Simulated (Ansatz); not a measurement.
# What a change does: band-structure calculation on NaH

System: NaH (2 atoms in the cell).
Method of run 1: DFT, PBE, plane waves, PAW, no spin polarisation (Ansatz 0.2.0).

The structure was built on a prototype by a generator. The geometry comes from this level: r2SCAN (a point of a series of strains). Text and figures count atoms from 1; the logs count them from 0 in places.

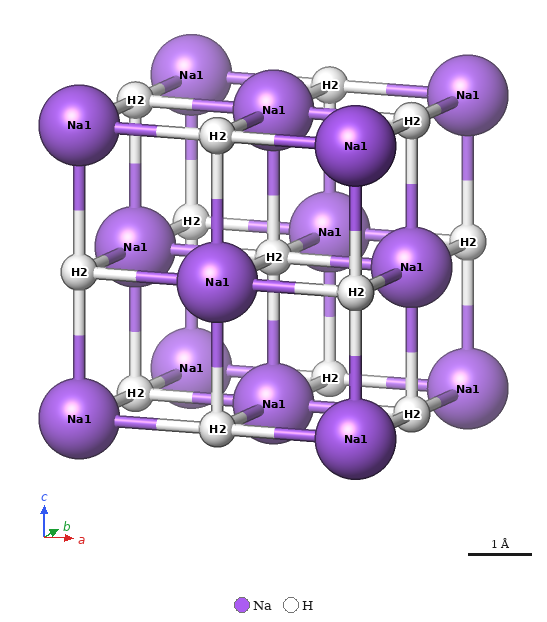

Fig. 1: The structure (ball-and-stick view of the cell 4 times as large as that of the calculation, set on its symmetry axes, seen slightly off an axis; atoms are numbered from 1 in the order of the input). Near neighbours in the crystal (not all of them lie inside the picture): Na has 6 H at 2.37 Å; H has 6 Na at 2.37 Å.

## Input, run 1
```yaml
crystal:
  lattice:
    - [0.0, 2.3704203984, 2.3704203984]
    - [2.3704203984, 0.0, 2.3704203984]
    - [2.3704203984, 2.3704203984, 0.0]
  atoms:
    - { symbol: Na, position: [0.0, 0.0, 0.0] }
    - { symbol: H, position: [0.5, 0.5, 0.5] }
kpoints:
  mp_grid: { grid: [10, 10, 10] }
  band_path:
    path:
      - [0.0, 0.0, 0.0]
      - [0.5, 0.0, 0.5]
      - [0.625, 0.25, 0.625]
      - [0.375, 0.375, 0.75]
      - [0.5, 0.5, 0.5]
      - [0.5, 0.25, 0.75]
    npoints: 1
hamiltonian:
  xc: pbe
scf:
  occupations: { method: fermi_dirac, width: 0.02 }
  n_extra_bands: 4
output:
  forces: true
  stress: true
  eigenvalues: true
```

Hardware: 4 threads of an Arm (aarch64) CPU, shared host.

## Output, shortened to warnings, some set-up lines, iterations and results (run 1)
```
Basis set: ecut = 420 eV, 531 PW (Γ), exchange–correlation on 48×48×48 points (8 copies of the dense FFT grid, shifted against one another)
Symmetry: 48 space group operations
k-points: 47 of 1000
Initial density: superposition of atomic densities (neutral atoms: chi_scale 0, normalization atom), corrected by the library's trained network
[...]
SCF iter   1: F=—  HF=-1502.673789 eV  |F-HF|=—  |Δ(HF+E_count)|=         —  Δρ=5.90e-4  dr2=7.44e-5  ethr=1.77e-3  ⟨swp⟩=6.0  Hψ=2859  notcnv=0
SCF iter   2: F=—  HF=-1502.673654 eV  |F-HF|=—  |Δ(HF+E_count)|=   1.34e-4  Δρ=3.75e-4  dr2=3.32e-5  ethr=7.44e-7  ⟨swp⟩=2.4  Hψ=1145  notcnv=0
SCF iter   3: F=—  HF=-1502.673692 eV  |F-HF|=—  |Δ(HF+E_count)|=   3.75e-5  Δρ=3.39e-4  dr2=2.25e-5  ethr=3.32e-7  ⟨swp⟩=2.1  Hψ=598  notcnv=0
SCF iter   4: F=—  HF=-1502.673683 eV  |F-HF|=—  |Δ(HF+E_count)|=   8.57e-6  Δρ=1.27e-4  dr2=3.08e-6  ethr=2.25e-7  ⟨swp⟩=1.9  Hψ=518  notcnv=0
SCF iter   5: F=-1502.673682 eV  HF=-1502.673682 eV  |F-HF|=9.19e-9  |Δ(HF+E_count)|=   1.22e-6  Δρ=1.24e-5  dr2=3.36e-8  ethr=3.08e-8  ⟨swp⟩=2.0  Hψ=482  notcnv=0
SCF iter   6: F=-1502.673682 eV  HF=-1502.673682 eV  |F-HF|=7.53e-10  |Δ(HF+E_count)|=   2.54e-9  Δρ=4.20e-6  dr2=2.61e-9  ethr=3.36e-10  ⟨swp⟩=1.9  Hψ=1309  notcnv=0
SCF 1 converged in 6 iterations: F = -1502.673682 eV  dr2 = 2.61e-9
NSCF: frozen V_eff on 6 k-points
SCF converged after 6 iterations
Free energy (F): -1502.673682 eV
Harris-Foulkes:  -1502.673682 eV  (|F-HF|=7.53e-10)
Internal energy: -1502.673682 eV  (E = F + TS)
E sigma→0 (E₀):  -1502.673682 eV
Fermi energy:    3.061216 eV
--- Per-component energies (eV) ---
  E_band       = -223.609936
  E_kinetic    = 134.560042
  E_local      = -1310.043426  (includes V_loc(G=0)·N_el)
  E_nonlocal   = 116.638562
  E_hartree    = 468.847981
  E_xc         = -48.367030
  E_vxc        = -62.217688  (∫ρ·V_xc dr)
  E_paw        = -263.558618  (= ΣΔE_a)
  E_vpaw       = -40.241949  (= ΣTr[D̂ρ^β])
  E_aug_tail   = -0.000828  (compensation charges beyond the density's cutoff)
  E_ewald      = -600.750363
  E_smearing   = -0.000000  (= −TS)
  E_closure    = 0.000000  (closes the sum)
  Σ components = -1502.673682   (vs F -1502.673682, Δ=0.00e0)
--- Forces (eV/Å), atoms counted from 1 ---
  atom   1  Na    -0.00000000     0.00000000     0.00000000
  atom   2  H      0.00000000     0.00000000     0.00000000
  max |Σ_I F_I| component: 7.97e-31 eV/Å
--- Stress (GPa, compression-positive) ---
        1.475255      -0.000000       0.000000
        0.000000       1.475255      -0.000000
        0.000000       0.000000       1.475255
  P = ⅓ Tr σ = 1.4753 GPa (14.753 kbar)
```

The input of run 2 differs as follows (lines with − go, lines with + come):
```diff
-  xc: pbe
+  xc: r2scan
-  occupations: { method: fermi_dirac, width: 0.02 }
+  occupations: { method: fixed }
```

Predict how the results change.

The total energies belong to different methods, so their difference says nothing on which is more stable or more accurate. The gap on the mesh goes from 3.88 to 4.48 eV. The pressure goes from 1.48 to 0.88 GPa. The functional changes from PBE to r2SCAN. The number of SCF iterations is the same. The default cutoff goes from 420 to 500 eV with the change. The plane waves at Γ go from 531 to 645.

## Output, shortened to warnings, some set-up lines, iterations and results (run 2)
```
Basis set: ecut = 500 eV, 645 PW (Γ), exchange–correlation on 100×100×100 points (64 copies of the dense FFT grid, shifted against one another)
Symmetry: 48 space group operations
k-points: 47 of 1000
Initial density: superposition of atomic densities (neutral atoms: chi_scale 0, normalization atom), corrected by the library's trained network
[...]
SCF iter   1: F=—  HF=-1505.134183 eV  |F-HF|=—  |Δ(HF+E_count)|=         —  Δρ=7.87e-3  dr2=7.65e-3  dr2_τ=9.50e-4  ethr=1.77e-3  ⟨swp⟩=4.3  Hψ=2380  notcnv=0  defer=81
SCF iter   2: F=—  HF=-1505.133573 eV  |F-HF|=—  |Δ(HF+E_count)|=   6.10e-4  Δρ=1.79e-3  dr2=6.14e-4  dr2_τ=1.87e-4  ethr=7.65e-5  ⟨swp⟩=2.0  Hψ=1137  notcnv=0  defer=84
SCF iter   3: F=—  HF=-1505.133782 eV  |F-HF|=—  |Δ(HF+E_count)|=   2.08e-4  Δρ=4.38e-4  dr2=2.16e-5  dr2_τ=5.29e-6  ethr=6.14e-6  ⟨swp⟩=3.0  Hψ=755  notcnv=0  defer=91
SCF iter   4: F=—  HF=-1505.133824 eV  |F-HF|=—  |Δ(HF+E_count)|=   4.29e-5  Δρ=1.34e-4  dr2=1.34e-6  dr2_τ=4.77e-7  ethr=2.16e-7  ⟨swp⟩=2.0  Hψ=743  notcnv=0  defer=53
SCF iter   5: F=-1505.133828 eV  HF=-1505.133828 eV  |F-HF|=5.83e-9  |Δ(HF+E_count)|=   3.52e-6  Δρ=8.42e-6  dr2=9.54e-9  dr2_τ=5.35e-10  ethr=1.34e-8  ⟨swp⟩=2.0  Hψ=662  …
SCF iter   6: F=-1505.133828 eV  HF=-1505.133828 eV  |F-HF|=7.46e-11  |Δ(HF+E_count)|=   3.15e-9  Δρ=6.74e-7  dr2=7.64e-11  dr2_τ=5.19e-12  ethr=9.54e-11  ⟨swp⟩=3.0  Hψ=2051  …
SCF 1 converged in 6 iterations: F = -1505.133828 eV  dr2 = 7.64e-11
NSCF: frozen V_eff on 6 k-points
SCF converged after 6 iterations
Free energy (F): -1505.133828 eV
Harris-Foulkes:  -1505.133828 eV  (|F-HF|=7.46e-11)
Internal energy: -1505.133828 eV  (E = F + TS)
E sigma→0 (E₀):  -1505.133828 eV
Fermi energy:    0.780963 eV
--- Per-component energies (eV) ---
  E_band       = -235.455618
  E_kinetic    = 134.703792
  E_local      = -1312.871124  (includes V_loc(G=0)·N_el)
  E_nonlocal   = 117.441263
  E_hartree    = 470.665262
  E_xc         = -46.130253
  E_vxc        = -67.983452  (∫ρ·V_xc dr)
  E_paw        = -268.165556  (= ΣΔE_a)
  E_vpaw       = -53.369033  (= ΣTr[D̂ρ^β])
  E_aug_tail   = -0.000581  (compensation charges beyond the density's cutoff)
  E_vtau       = 5.292879  (kinetic-family band-sum trace: ∫τ·v_τ [+ j·A + Jᵃ·Aᵃ] dr)
  E_ewald      = -600.750363
  E_core_change = -0.026267  (= ΣΔE_core)
  E_smearing   = -0.000000  (= −TS)
  E_closure    = -0.000000  (closes the sum)
  Σ components = -1505.133828   (vs F -1505.133828, Δ=0.00e0)
--- Forces (eV/Å), atoms counted from 1 ---
  atom   1  Na    -0.00000000     0.00000000     0.00000000
  atom   2  H      0.00000000    -0.00000000    -0.00000000
  max |Σ_I F_I| component: 1.32e-30 eV/Å
--- Stress (GPa, compression-positive) ---
        0.883912       0.000000       0.000000
       -0.000000       0.883912      -0.000000
        0.000000       0.000000       0.883912
  P = ⅓ Tr σ = 0.8839 GPa (8.839 kbar)
```

## The two runs side by side

```csv
quantity,run 1,run 2
outcome,converged,converged
free energy per atom (eV),−751.3368,−752.5669
gap on the mesh (eV),3.88,4.48
pressure (GPa),1.48,0.88
largest force (eV/Å),0.000,0.000
SCF iterations,6,6
irreducible k-points,47,47
plane waves at Γ,531,645
```
